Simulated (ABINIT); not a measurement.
MnAs: hubbard response calculation (part 3 of 3)

The same run, continued: MnAs (P6₃/mmc, 4 atoms in the cell); Kohn-Sham DFT of a periodic cell, PBE, DFT+U, JTH PAW PBE v2.0, spin-polarised (ABINIT 10.8.3); cutoff 897.98 eV, 1×1×1 k-mesh, fermi-dirac of 0.2 eV, collinear spins. The structure derives from an entry of the Crystallography Open Database. The settings are looser than a standard set-up, so the numbers are not reference values.

Geometry of the input (Å; fractional positions):
```
3.7100  0.0000  0.0000
-1.8550  3.2130  0.0000
0.0000  0.0000  5.6910
Mn 0.0000  0.0000  0.5000
Mn 0.0000  0.0000  0.0000
As 0.6667  0.3333  0.7500
As 0.3333  0.6667  0.2500
```

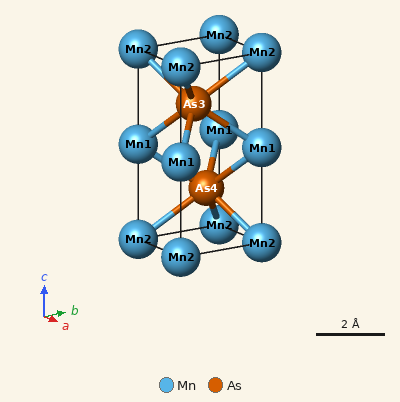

**Figure 1.** The input geometry (ball-and-stick view of the cell of the calculation, seen slightly off an axis; atoms are numbered from 1 in the order of the input). An atom can appear more than once, as a periodic image.

### Log, continued
```
 Real(R)+Recip(G) space primitive vectors, cartesian coordinates (Bohr,Bohr^-1):
 R(1)=  7.0108839  0.0000000  0.0000000  G(1)=  0.1426354  0.0823506  0.0000000
 R(2)= -3.5054420  6.0716036  0.0000000  G(2)=  0.0000000  0.1647011  0.0000000
 R(3)=  0.0000000  0.0000000 10.7544314  G(3)=  0.0000000  0.0000000  0.0929849
 Unit cell volume ucvol=  4.5778719E+02 bohr^3
 Angles (23,13,12)=  9.00000000E+01  9.00000000E+01  1.20000000E+02 degrees

 Coarse grid specifications (used for wave-functions):

 getcut: wavevector=  0.0000  0.0000  0.0000  ngfft=  40  40  60
         ecut(hartree)=     33.000   => boxcut(ratio)=   2.15745

 Fine grid specifications (used for densities):

 getcut: wavevector=  0.0000  0.0000  0.0000  ngfft=  48  48  72
         ecut(hartree)=     55.000   => boxcut(ratio)=   2.00539
--------------------------------------------------------------------------------

-inwffil : will read wavefunctions from disk file runi_DS2_WFK

 ******************************************
 DFT+U Method used: FLL
 ******************************************

================================================================================

--- !BeginCycle
iteration_state: {dtset: 2, }
solver: {iscf: 17, nstep: 120, nline: 4, wfoptalg: 10, }
tolerances: {tolvrs: 1.00E-09, }
...

     iter   Etot(hartree)      deltaE(h)  residm     nres2   difmagsph maxmagsph
 ETOT  1  -437.04695847617    -4.370E+02 1.140E-08 3.882E-01 1.356E+00 1.356E+00
 ETOT  2  -437.05213272557    -5.174E-03 1.582E-06 1.223E+01 2.439E-01 1.449E+00
 ETOT  3  -437.04668323898     5.449E-03 9.646E-04 1.871E-01 2.136E-01 1.326E+00
 ETOT  4  -437.04676535597    -8.212E-05 4.185E-06 7.102E-04 2.396E-02 1.322E+00
 ETOT  5  -437.04676664062    -1.285E-06 1.037E-08 2.431E-04 4.444E-04 1.323E+00
 ETOT  6  -437.04676669258    -5.196E-08 1.227E-08 3.678E-04 8.213E-04 1.323E+00
 ETOT  7  -437.04676663282     5.977E-08 2.255E-08 2.187E-05 4.912E-04 1.323E+00
 ETOT  8  -437.04676667114    -3.832E-08 2.400E-10 2.822E-05 4.378E-04 1.324E+00
 ETOT  9  -437.04676670766    -3.652E-08 1.166E-09 2.980E-05 7.158E-04 1.324E+00
 ETOT 10  -437.04676671564    -7.977E-09 1.726E-09 1.343E-05 2.886E-04 1.325E+00
 ETOT 11  -437.04676673268    -1.704E-08 1.846E-09 1.552E-05 4.469E-04 1.325E+00
 ETOT 12  -437.04676673906    -6.379E-09 9.907E-09 3.019E-06 6.835E-04 1.326E+00
 ETOT 13  -437.04676674432    -5.264E-09 1.908E-10 5.785E-07 1.085E-04 1.326E+00
 ETOT 14  -437.04676674866    -4.337E-09 7.296E-10 4.306E-07 3.268E-04 1.326E+00
 ETOT 15  -437.04676674997    -1.313E-09 3.736E-10 7.521E-08 1.311E-04 1.326E+00
 ETOT 16  -437.04676675054    -5.678E-10 5.254E-12 2.925E-08 3.919E-05 1.326E+00
 ETOT 17  -437.04676675080    -2.603E-10 9.538E-12 1.299E-08 3.408E-05 1.326E+00
 ETOT 18  -437.04676675095    -1.458E-10 6.252E-12 7.537E-09 2.314E-05 1.326E+00
 ETOT 19  -437.04676675097    -2.842E-11 2.644E-12 3.582E-09 6.913E-06 1.326E+00
 ETOT 20  -437.04676675100    -2.785E-11 4.115E-12 6.469E-10 9.280E-06 1.326E+00

 At SCF step   20       nres2   =  6.47E-10 < tolvrs=  1.00E-09 =>converged.

 Cartesian components of stress tensor (hartree/bohr^3)
  sigma(1 1)= -4.09781067E-04  sigma(3 2)= -3.40368696E-12
  sigma(2 2)= -4.09781064E-04  sigma(3 1)=  2.44024883E-12
  sigma(3 3)=  1.44624757E-03  sigma(2 1)= -3.43681300E-12

--- !ResultsGS
iteration_state: {dtset: 2, }
comment   : Summary of ground state results
lattice_vectors:
- [  7.0108839,   0.0000000,   0.0000000, ]
- [ -3.5054420,   6.0716036,   0.0000000, ]
- [  0.0000000,   0.0000000,  10.7544314, ]
lattice_lengths: [   7.01088,    7.01088,   10.75443, ]
lattice_angles: [ 90.000,  90.000, 120.000, ] # degrees, (23, 13, 12)
lattice_volume:   4.5778719E+02
convergence: {deltae: -2.785E-11, res2:  6.469E-10, residm:  4.115E-12, diffor: null, }
etotal    :  -4.37046767E+02
entropy   :   0.00000000E+00
fermie    :   2.98599595E-01
cartesian_stress_tensor: # hartree/bohr^3
- [ -4.09781067E-04,  -3.43681300E-12,   2.44024883E-12, ]
- [ -3.43681300E-12,  -4.09781064E-04,  -3.40368696E-12, ]
- [  2.44024883E-12,  -3.40368696E-12,   1.44624757E-03, ]
pressure_GPa:  -6.1459E+00
xred      :
- [  0.0000E+00,   0.0000E+00,   5.0000E-01, Mn]
- [  0.0000E+00,   0.0000E+00,   0.0000E+00, Mn]
- [  6.6667E-01,   3.3333E-01,   7.5000E-01, As]
- [  3.3333E-01,   6.6667E-01,   2.5000E-01, As]
cartesian_forces: # hartree/bohr
- [  8.71521785E-09,   3.48327227E-09,  -1.80731712E-10, ]
- [ -2.09643803E-09,   1.70000537E-09,  -3.27442990E-09, ]
- [ -3.42135406E-09,   1.70359400E-10,   3.12300602E-04, ]
- [ -3.19742577E-09,  -5.35363704E-09,  -3.12297147E-04, ]
force_length_stats: {min:   4.24346107E-09, max:   3.12300602E-04, mean:   1.56152845E-04, }
...

 Integrated electronic and magnetization densities in atomic spheres:
 ------------------------------------------------------------------------------------------------------------
 Radius=ratsph(iatom), smearing ratsm=  0.0000. Diff(up-dn)=approximate z local magnetic moment.
    Atom    Radius    up_density   dn_density  Total(up+dn)  Diff(up-dn)
    1 Mn   2.11192     7.343268     6.017153     13.360421     1.326115
    2 Mn   2.11192     7.340682     6.028353     13.369035     1.312329
    3 As   2.10392     6.007782     6.614417     12.622198    -0.606635
    4 As   2.10392     6.007782     6.614417     12.622199    -0.606635
 ------------------------------------------------------------------------------------------------------------
  Sum:                26.699514    25.274340     51.973854     1.425174
 Total magnetization (from the atomic spheres):                1.425174
 Total magnetization (exact up - dn):                          0.644801

 ---------- DFT+U DATA ---------------------------------------------------

 ====== For Atom     1, occupations for correlated orbitals. lpawu =   2

 Atom   1. Occ. for lpawu and for spin  1 =   3.22944
 Atom   1. Occ. for lpawu and for spin  2 =   1.86546
 => On atom   1,  local Mag. for lpawu is       -1.363977

 == Occupation matrix for correlated orbitals:

 Occupation matrix for spin  1
     0.63061    0.00000   -0.00000   -0.07164    0.00000
     0.00000    0.79134   -0.00000    0.00000   -0.07164
    -0.00000   -0.00000    0.38553   -0.00000   -0.00000
    -0.07164    0.00000   -0.00000    0.79134    0.00000
     0.00000   -0.07164   -0.00000    0.00000    0.63061

 Occupation matrix for spin  2
     0.44844    0.00000    0.00000   -0.00406    0.00000
     0.00000    0.30564    0.00000    0.00000   -0.00406
     0.00000    0.00000    0.35732   -0.00000    0.00000
    -0.00406    0.00000   -0.00000    0.30564    0.00000
     0.00000   -0.00406    0.00000    0.00000    0.44844

 ====== For Atom     2, occupations for correlated orbitals. lpawu =   2

 Atom   2. Occ. for lpawu and for spin  1 =   3.22846
 Atom   2. Occ. for lpawu and for spin  2 =   1.87796
 => On atom   2,  local Mag. for lpawu is       -1.350493

 == Occupation matrix for correlated orbitals:

 Occupation matrix for spin  1
     0.63079    0.00000    0.00000    0.07163   -0.00000
     0.00000    0.79118    0.00000   -0.00000    0.07163
     0.00000    0.00000    0.38451    0.00000   -0.00000
     0.07163   -0.00000    0.00000    0.79118    0.00000
    -0.00000    0.07163   -0.00000    0.00000    0.63079

 Occupation matrix for spin  2
     0.45019   -0.00000    0.00000    0.00515   -0.00000
    -0.00000    0.30917    0.00000   -0.00000    0.00515
     0.00000    0.00000    0.35924   -0.00000    0.00000
     0.00515   -0.00000   -0.00000    0.30917   -0.00000
    -0.00000    0.00515    0.00000   -0.00000    0.45019

 ---------- calculate U, (J) start ----------

 All pawujat  ok and equal to   1
 macro_uj=1 and nspden=2: standard determination of Hubbard U-parameter

*********************************************************************
************************  Linear Response U  ************************

 Info printed for perturbed atom:    1

  Perturbations           Occupations
 --------------- -----------------------------
    alpha [eV]     Unscreened      Screened
 --------------- -----------------------------
   0.0000000000   5.1066463625   5.1066463625
   0.1000000000   5.0543642249   5.0948997544

                    Scalar response functions:
                    Chi0 [eV^-1]:     -1.16183
                    Chi [eV^-1]:      -0.11747

 The scalar U from the two-point regression scheme is   7.65238 eV.
*********************************************************************
*********************************************************************
Note: For more reliable linear regressions of the response
matrices, it is advised that you have more than two points.
See the LRUJ protocol for more information.

 URES      ii    nat       r_max    U(J)[eV]   U_ASA[eV]   U_inf[eV]
 URES       1      2     5.37720     4.41276     3.39574     2.83284
 URES       2     16    13.30780     7.15053     5.50252     4.59039
 URES       3     54    19.59580     7.45889     5.73981     4.78835
 URES       4    128    26.61570     7.53377     5.79743     4.83642
 URES       5    250    33.02460     7.56042     5.81794     4.85353

 ---------- calculate U, (J) end --------------

================================================================================

 ----iterations are completed or convergence reached----

 Mean square residual over all n,k,spin=   12.465E-13; max=  41.146E-13
 reduced coordinates (array xred) for    4 atoms
       0.000000000000      0.000000000000      0.500000000000
       0.000000000000      0.000000000000      0.000000000000
       0.666666666700      0.333333333300      0.750000000000
       0.333333333300      0.666666666700      0.250000000000
 rms dE/dt=  1.3711E-03; max dE/dt=  3.3586E-03; dE/dt below (all hartree)
    1      -0.000000042960      0.000000014142      0.000000005624
    2       0.000000032839     -0.000000012931      0.000000038895
    3       0.000000042128     -0.000000008288     -0.003358611717
    4       0.000000040558      0.000000026037      0.003358581920

 cartesian coordinates (angstrom) at end:
    1      0.00000000000000     0.00000000000000     2.84550000000000
    2      0.00000000000000     0.00000000000000     0.00000000000000
    3      1.85500000018550     1.07098474922623     4.26825000000000
    4     -0.00000000018550     2.14196949877376     1.42275000000000

 cartesian forces (hartree/bohr) at end:
    1      0.00000000871522     0.00000000348327    -0.00000000018073
    2     -0.00000000209644     0.00000000170001    -0.00000000327443
    3     -0.00000000342135     0.00000000017036     0.00031230060227
    4     -0.00000000319743    -0.00000000535364    -0.00031229714711
 frms,max,avg= 1.2749548E-04 3.1230060E-04  -2.588E-09 -2.275E-09 -3.422E-10 h/b

 cartesian forces (eV/Angstrom) at end:
    1      0.00000044815452     0.00000017911706    -0.00000000929360
    2     -0.00000010780318     0.00000008741779    -0.00000016837796
    3     -0.00000017593310     0.00000000876023     0.01605914265371
    4     -0.00000016441824    -0.00000027529509    -0.01605896498216
 frms,max,avg= 6.5560813E-03 1.6059143E-02  -1.331E-07 -1.170E-07 -1.760E-08 e/A
 length scales=  1.000000000000  1.000000000000  1.000000000000 bohr
              =  0.529177210544  0.529177210544  0.529177210544 angstroms
 Fermi (or HOMO) energy (hartree) =   0.29860   Average Vxc (hartree)=  -0.39099
 Magnetization (Bohr magneton)=  6.44805576E-01
 Total spin up =  3.03224028E+01   Total spin down =  2.96775972E+01
 Eigenvalues (hartree) for nkpt=   1  k points, SPIN UP:
 kpt#   1, nband= 38, wtk=  1.00000, kpt=  0.0000  0.0000  0.0000 (reduced coord)
  -2.61453   -2.61027   -1.48195   -1.47623   -1.46197   -1.46197   -1.45786   -1.45786
  -1.05465   -1.05461   -1.05245   -1.05245   -1.05223   -1.05223   -1.04606   -1.04606
  -1.04601   -1.04601   -0.20141   -0.10985    0.05149    0.16938    0.16938    0.21298
   0.23505    0.23505    0.25946    0.25946    0.27696    0.27696    0.30838    0.30838
   0.33283    0.33744    0.42407    0.42860    0.42860    0.47540
      occupation numbers for kpt#   1
   1.00000    1.00000    1.00000    1.00000    1.00000    1.00000    1.00000    1.00000
   1.00000    1.00000    1.00000    1.00000    1.00000    1.00000    1.00000    1.00000
   1.00000    1.00000    1.00000    1.00000    1.00000    1.00000    1.00000    0.99999
   0.99982    0.99982    0.99516    0.99516    0.94997    0.94997    0.20903    0.20903
   0.00940    0.00504    0.00000    0.00000    0.00000    0.00000
 Eigenvalues (hartree) for nkpt=   1  k points, SPIN DOWN:
 kpt#   1, nband= 38, wtk=  1.00000, kpt=  0.0000  0.0000  0.0000 (reduced coord)
  -2.56051   -2.55685   -1.42474   -1.41920   -1.41161   -1.41161   -1.40803   -1.40803
  -1.05895   -1.05891   -1.05710   -1.05710   -1.05686   -1.05686   -1.05201   -1.05201
  -1.05195   -1.05195   -0.22868   -0.14450    0.04044    0.16387    0.16387    0.22959
   0.27029    0.27029    0.28116    0.28116    0.28957    0.28957    0.30360    0.34104
   0.34104    0.36368    0.41491    0.43793    0.43793    0.47298
      occupation numbers for kpt#   1
   1.00000    1.00000    1.00000    1.00000    1.00000    1.00000    1.00000    1.00000
   1.00000    1.00000    1.00000    1.00000    1.00000    1.00000    1.00000    1.00000
   1.00000    1.00000    1.00000    1.00000    1.00000    1.00000    1.00000    0.99992
   0.97920    0.97920    0.91473    0.91473    0.77360    0.77360    0.33629    0.00310
   0.00310    0.00014    0.00000    0.00000    0.00000    0.00000

--- !EnergyTerms
iteration_state     : {dtset: 2, }
comment             : Components of total free energy in Hartree
kinetic             :  3.42980212310808E+01
hartree             :  1.12573498381538E+02
xc                  : -1.17696318830530E+01
Ewald energy        : -2.61094998755925E+02
psp_core            :  1.39653147289243E+01
local_psp           : -3.04481606057457E+02
PAW spherical_terms : -2.05258785411495E+01
internal            : -4.37035280896042E+02
'-kT*entropy'       : -3.02080907238304E-02
total_energy        : -4.37065488986766E+02
total_energy_eV     : -1.18931578356074E+04
...

--- !EnergyTermsDC
iteration_state     : {dtset: 2, }
comment             : '"Double-counting" decomposition of free energy'
band_energy         : -4.49207262169334E+01
Ewald energy        : -2.61094998755925E+02
psp_core            :  1.39653147289243E+01
xc_dc               : -1.09066796220221E+02
PAW spherical_terms : -3.58993521961229E+01
internal            : -4.37016558660278E+02
'-kT*entropy'       : -3.02080907238304E-02
total_energy_dc     : -4.37046766751002E+02
total_energy_dc_eV  : -1.18926483776187E+04
...

--- !EnergyTermsWithPAWCore
iteration_state     : {dtset: 2, }
comment             : 'Components of total free energy, including PAW core contributions'
Total energy        : -6.83892122932823E+03
Total energy DC     : -6.83890250709247E+03
Total energy (eV)   : -1.86096527077090E+05
Total energy DC (eV): -1.86096017619101E+05
...

 Cartesian components of stress tensor (hartree/bohr^3)
  sigma(1 1)= -4.09781067E-04  sigma(3 2)= -3.40368696E-12
  sigma(2 2)= -4.09781064E-04  sigma(3 1)=  2.44024883E-12
  sigma(3 3)=  1.44624757E-03  sigma(2 1)= -3.43681300E-12

-Cartesian components of stress tensor (GPa)         [Pressure= -6.1459E+00 GPa]
- sigma(1 1)= -1.20561752E+01  sigma(3 2)= -1.00139928E-07
- sigma(2 2)= -1.20561751E+01  sigma(3 1)=  7.17945994E-08
- sigma(3 3)=  4.25500725E+01  sigma(2 1)= -1.01114529E-07

== END DATASET(S) ==============================================================
================================================================================

 -outvars: echo values of variables after computation  --------
            acell      1.0000000000E+00  1.0000000000E+00  1.0000000000E+00 Bohr
           etotal1    -4.3708429989E+02
           etotal2    -4.3704676675E+02
            fcart1     9.2594822093E-09  7.7154923705E-10 -8.3483043862E-09
                      -2.0086729485E-09  5.5443732351E-10  6.9448554394E-09
                      -3.5671688856E-09 -9.1006636916E-10 -3.1519706754E-04
                      -3.6836403751E-09 -4.1592019139E-10  3.1519847099E-04
            fcart2     8.7152178477E-09  3.4832722695E-09 -1.8073171197E-10
                      -2.0964380261E-09  1.7000053736E-09 -3.2744298987E-09
                      -3.4213540555E-09  1.7035939979E-10  3.1230060227E-04
                      -3.1974257661E-09 -5.3536370428E-09 -3.1229714711E-04
            rprim      7.0108839271E+00  0.0000000000E+00  0.0000000000E+00
                      -3.5054419636E+00  6.0716035838E+00  0.0000000000E+00
                       0.0000000000E+00  0.0000000000E+00  1.0754431383E+01
           strten1    -3.9463805911E-04 -3.9463802854E-04  1.4516631204E-03
                      -6.5215732361E-12  8.3010824248E-12  2.8811369851E-12
           strten2    -4.0978106739E-04 -4.0978106387E-04  1.4462475686E-03
                      -3.4036869614E-12  2.4402488331E-12 -3.4368129964E-12
           xangst      0.0000000000E+00  0.0000000000E+00  2.8455000000E+00
                       0.0000000000E+00  0.0000000000E+00  0.0000000000E+00
                       1.8550000002E+00  1.0709847492E+00  4.2682500000E+00
                      -1.8549997266E-10  2.1419694988E+00  1.4227500000E+00
             xred      0.0000000000E+00  0.0000000000E+00  5.0000000000E-01
                       0.0000000000E+00  0.0000000000E+00  0.0000000000E+00
                       6.6666666670E-01  3.3333333330E-01  7.5000000000E-01
                       3.3333333330E-01  6.6666666670E-01  2.5000000000E-01
 Calculation completed.
```

### File lruj.log
```
.Version 10.8.3 of LRUJ
--------------------------------------------------------|---------------------------------------
 Linear:        -1.1584657    -0.1173918     7.6552724  |    0.0001940    0.0000043    0.0003432
*************************************************************************************************
*************************************************************************************************
```
